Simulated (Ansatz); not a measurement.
**Geometry relaxation, with input and output: HfSi2O6 (part 2 of 2)**

The same run, continued: HfSi2O6 (P-3m1, 9 atoms in the cell); DFT PBE, scalar-relativistic, plane waves, PAW, no spin polarisation (Ansatz 0.2.0); cutoff 420 eV, 12×12×4 k-mesh, Gaussian smearing of 0.02 eV. The structure was made by a generator, so it may or may not be a known phase.

Geometry of the input (Å; fractional positions):
```
3.5642  0.0000  0.0000
-1.7821  3.0867  0.0000
0.0000  0.0000  7.4738
Hf 0.0000  0.0000  0.5000
Si 0.3333  0.6667  0.1491
Si 0.6667  0.3333  0.8509
O  0.0000  0.0000  0.2162
O  0.6667  0.3333  0.6071
O  0.3333  0.6667  0.9190
O  0.3333  0.6667  0.3929
O  0.0000  0.0000  0.7838
O  0.6667  0.3333  0.0810
```

```
basis re-selected at this cell: Δ(F+E_penalty+E_count) = -6.175e-5 eV, ΔP = +0.002 GPa vs the last step (what re-selecting the basis moved, of the pressure what is left beyond the Pulay correction that the steps carried, after the strain that the cell walked since its last selection, with what the two solves' SCF thresholds leave and, on support functions, any second-order correction that the steps lacked; it is no measure of the basis error at this ecutwfc). This SCF's stress stands 1.06e-2 GPa from its target on what of the cell is left free (relax.cell.stress_tol is 5.00e-2 GPa) and its largest allowed force component is 2.56e-3 eV/Å (relax.f_tol is 1.00e-2 eV/Å): within both
SCF converged after 5 iterations
Free energy (F): -20401.662881 eV
Harris-Foulkes:  -20401.662881 eV  (|F-HF|=4.00e-11)
Internal energy: -20401.662881 eV  (E = F + TS)
E sigma→0 (E₀):  -20401.662881 eV
Fermi energy:    14.021064 eV
--- Per-component energies (eV) ---
  E_band       = 57.801563
  E_kinetic    = 1573.354281
  E_local      = -8797.477264  (includes V_loc(G=0)·N_el)
  E_nonlocal   = -913.565054
  E_hartree    = 3960.177525
  E_xc         = -856.834527
  E_vxc        = -930.769839  (∫ρ·V_xc dr)
  E_paw        = -8900.893833  (= ΣΔE_a)
  E_vpaw       = 1205.889380  (= ΣTr[D̂ρ^β])
  E_aug_tail   = 0.014893  (compensation charges beyond the density's cutoff)
  E_ewald      = -6466.438903
  E_smearing   = -0.000000  (= −TS)
  E_closure    = 0.000000  (closes the sum)
  Σ components = -20401.662881   (vs F -20401.662881, Δ=0.00e0)
--- Forces (eV/Å), atoms counted from 1 ---
  atom   1  Hf    -0.00000000    -0.00000000     0.00000000
  atom   2  Si    -0.00000000     0.00000000     0.00026267
  atom   3  Si     0.00000000     0.00000000    -0.00026267
  atom   4  O     -0.00000000    -0.00000000    -0.00008441
  atom   5  O      0.00000000     0.00000000     0.00145629
  atom   6  O     -0.00000000     0.00000000     0.00256395
  atom   7  O     -0.00000000    -0.00000000    -0.00145629
  atom   8  O      0.00000000     0.00000000     0.00008441
  atom   9  O      0.00000000     0.00000000    -0.00256395
  max |Σ_I F_I| component: 3.47e-17 eV/Å
--- Stress (GPa, compression-positive) ---
        0.010629      -0.000000       0.000000
       -0.000000       0.010629       0.000000
        0.000000       0.000000      -0.001374
  P = ⅓ Tr σ = 0.0066 GPa (0.066 kbar)
--- Band table (eV; the first three rows and the last of 69) ---
  k-point 0: bands = ["-49.2012", "-17.8985", "-17.8741", "-17.8741", "-8.2256", "-6.9552", "-6.4457", "-4.8633", "-3.8002", "-2.9256", "0.8982", "0.9208", "0.9208", "0.9258", "1.0034", "1.0034", "1.0885", "5.8497", "6.3471", "6.3730", "6.3730", "7.8700", "7.8700", "8.1874", "8.3761", "8.5134", "8.5134", "9.0685", "9.7266", "9.7266", "9.7730", "9.7730", "11.6071", "11.9114", "11.9114", "15.3972", "16.3188", "16.3188", "18.1302", "19.1925", "19.1925", "19.6559", "20.1068", "20.1068"]
  k-point 1: bands = ["-49.2012", "-17.8986", "-17.8741", "-17.8741", "-8.1237", "-7.2900", "-6.1210", "-5.0433", "-3.6356", "-2.9938", "0.8989", "0.9208", "0.9208", "0.9258", "1.0034", "1.0034", "1.0893", "5.6809", "6.3749", "6.3749", "6.5923", "7.7730", "7.8603", "7.8603", "8.4906", "8.5922", "8.5922", "9.2245", "9.2245", "9.5290", "10.3668", "10.3668", "11.2166", "11.7371", "11.7371", "15.7837", "16.2573", "16.2573", "17.8010", "19.0835", "19.0835", "19.5688", "20.5739", "20.5739"]
  k-point 2: bands = ["-49.2012", "-17.8987", "-17.8742", "-17.8742", "-7.9380", "-7.6090", "-5.8355", "-5.2657", "-3.4465", "-3.1043", "0.8995", "0.9208", "0.9208", "0.9258", "1.0034", "1.0034", "1.0902", "5.5615", "6.3768", "6.3768", "6.9055", "7.3650", "7.8526", "7.8526", "8.5614", "8.7418", "8.7418", "8.9264", "8.9264", "10.2742", "10.4741", "10.7791", "10.7791", "11.4664", "11.4664", "16.1977", "16.1977", "16.3971", "17.1854", "19.0239", "19.0239", "19.6028", "21.3059", "21.3059"]
  k-point 68: bands = ["-49.1897", "-18.1236", "-18.1236", "-17.8152", "-6.2696", "-6.2696", "-5.6343", "-5.6343", "-4.6572", "-4.3975", "0.8840", "0.8904", "0.9594", "0.9594", "0.9819", "0.9819", "1.0140", "4.2215", "4.2215", "5.8269", "5.8269", "6.4096", "6.9597", "8.1771", "8.1771", "9.0489", "9.1834", "9.1834", "9.3868", "11.3994", "11.3994", "11.9830", "12.1054", "12.5876", "12.5876", "16.0965", "16.0965", "18.2821", "18.2821", "19.2527", "19.2527", "20.1004", "21.7862", "22.5555"]
--- Relaxed structure (3 steps of the walk, 3 accepted, 1 SCFs on fresh bases) ---
  F+E_penalty+E_count = -20401.66288142 eV   max|allowed force component| = 2.564e-3 eV/Å   (the final SCF, on the basis selected at the relaxed cell)
  cell:  # Å, volume = 82.2360 Å³
    - [3.5651371217262073, 2.8874956400378365e-11, -7.509157143119017e-21]
    - [-1.7825685608881099, 3.0874993153753922, -2.0515398837012106e-20]
    - [-1.5745863450627398e-20, -5.876436240867254e-20, 7.4710025318628555]
  atoms:
    - { symbol: Hf, position: [-3.4606553688208144e-35, -2.407412430484045e-35, 0.5] }
    - { symbol: Si, position: [0.33333333333333326, 0.6666666666666664, 0.1490446628345095] }
    - { symbol: Si, position: [0.6666666666666665, 0.33333333333333326, 0.8509553371654903] }
    - { symbol: O, position: [-6.340763014218968e-21, -8.661643356799611e-21, 0.21612919849144696] }
    - { symbol: O, position: [0.6666666666666665, 0.33333333333333326, 0.6069412844731753] }
    - { symbol: O, position: [0.33333333333333326, 0.6666666666666664, 0.9188698787306472] }
    - { symbol: O, position: [0.33333333333333326, 0.6666666666666664, 0.3930587155268247] }
    - { symbol: O, position: [6.340763014219027e-21, 8.661643356799775e-21, 0.7838708015085529] }
    - { symbol: O, position: [0.6666666666666665, 0.33333333333333326, 0.08113012126935283] }
```

**Trajectory as extended XYZ (Å, eV, eV/Å), 4 frames, from step=1 to step=4**
```
9
Lattice="3.5642 0.0000 0.0000 -1.7821 3.0867 0.0000 0.0000 0.0000 7.4738" Properties=species:S:1:pos:R:3:forces:R:3 step=1 energy=-20401.66285 pressure_GPa=0.05
Hf    0.0000    0.0000    3.7369    0.0000   0.0000   0.0000
Si    0.0000    2.0578    1.1140    0.0000   0.0000  -0.0084
Si    1.7821    1.0289    6.3598    0.0000   0.0000   0.0084
O     0.0000    0.0000    1.6157    0.0000   0.0000   0.0003
O     1.7821    1.0289    4.5371    0.0000   0.0000  -0.0177
O     0.0000    2.0578    6.8682    0.0000   0.0000  -0.0086
O     0.0000    2.0578    2.9367    0.0000   0.0000   0.0177
O     0.0000    0.0000    5.8581    0.0000   0.0000  -0.0003
O     1.7821    1.0289    0.6056    0.0000   0.0000   0.0086
9
Lattice="3.5648 0.0000 0.0000 -1.7824 3.0872 0.0000 0.0000 0.0000 7.4714" Properties=species:S:1:pos:R:3:forces:R:3 step=2 energy=-20401.66289 pressure_GPa=0.05
Hf    0.0000    0.0000    3.7357    0.0000   0.0000   0.0000
Si    0.0000    2.0581    1.1137    0.0000   0.0000  -0.0051
Si    1.7824    1.0291    6.3577    0.0000   0.0000   0.0051
O     0.0000    0.0000    1.6149    0.0000   0.0000   0.0003
O     1.7824    1.0291    4.5347    0.0000   0.0000  -0.0004
O     0.0000    2.0581    6.8655    0.0000   0.0000  -0.0019
O     0.0000    2.0581    2.9367    0.0000   0.0000   0.0004
O     0.0000    0.0000    5.8565    0.0000   0.0000  -0.0003
O     1.7824    1.0291    0.6059    0.0000   0.0000   0.0019
9
Lattice="3.5651 0.0000 0.0000 -1.7826 3.0875 0.0000 0.0000 0.0000 7.4710" Properties=species:S:1:pos:R:3:forces:R:3 step=3 energy=-20401.66282 pressure_GPa=0.00
Hf    0.0000    0.0000    3.7355    0.0000   0.0000   0.0000
Si    0.0000    2.0583    1.1135    0.0000   0.0000   0.0003
Si    1.7826    1.0292    6.3575    0.0000   0.0000  -0.0003
O     0.0000    0.0000    1.6147    0.0000   0.0000  -0.0001
O     1.7826    1.0292    4.5345    0.0000   0.0000   0.0015
O     0.0000    2.0583    6.8649    0.0000   0.0000   0.0025
O     0.0000    2.0583    2.9365    0.0000   0.0000  -0.0015
O     0.0000    0.0000    5.8563    0.0000   0.0000   0.0001
O     1.7826    1.0292    0.6061    0.0000   0.0000  -0.0025
9
Lattice="3.5651 0.0000 0.0000 -1.7826 3.0875 0.0000 0.0000 0.0000 7.4710" Properties=species:S:1:pos:R:3:forces:R:3 step=4 energy=-20401.66288 pressure_GPa=0.01
Hf    0.0000    0.0000    3.7355    0.0000   0.0000   0.0000
Si    0.0000    2.0583    1.1135    0.0000   0.0000   0.0003
Si    1.7826    1.0292    6.3575    0.0000   0.0000  -0.0003
O     0.0000    0.0000    1.6147    0.0000   0.0000  -0.0001
O     1.7826    1.0292    4.5345    0.0000   0.0000   0.0015
O     0.0000    2.0583    6.8649    0.0000   0.0000   0.0026
O     0.0000    2.0583    2.9365    0.0000   0.0000  -0.0015
O     0.0000    0.0000    5.8563    0.0000   0.0000   0.0001
O     1.7826    1.0292    0.6061    0.0000   0.0000  -0.0026
```

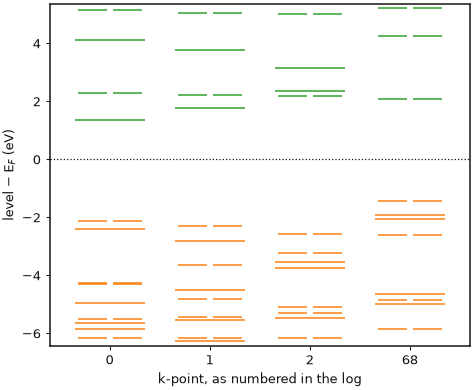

**Figure 1.** Kohn–Sham levels near the Fermi level (dotted) at the few k-points that the log prints; levels within 0.02 eV of each other stand side by side. Among these points the highest filled and lowest empty levels are 2.81 eV apart; the gap on the full mesh, 1.90 eV, has an edge at a point that isn't printed.
